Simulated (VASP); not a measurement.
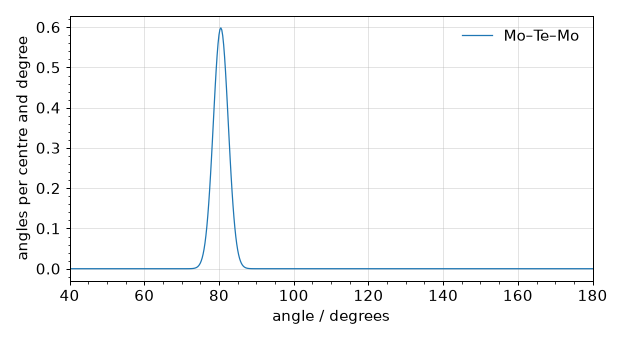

Bond-angle distributions computed from the structure of Te2Mo; each angle is a Gaussian of σ = 2.0°. Bonds counted: Mo–Te up to 3.49 Å. Structure used: coordinates from a relaxation with VASP Kohn-Sham DFT of a periodic cell, PBE with D3, VASP PAW PBE potentials, recommended (VASP 6.6.1).

> Where do the angles cluster?

Mo–Te–Mo: 80° (3 per centre)

The structure has space group P6_3/mmc (No. 194); other forms of this composition would give other results.
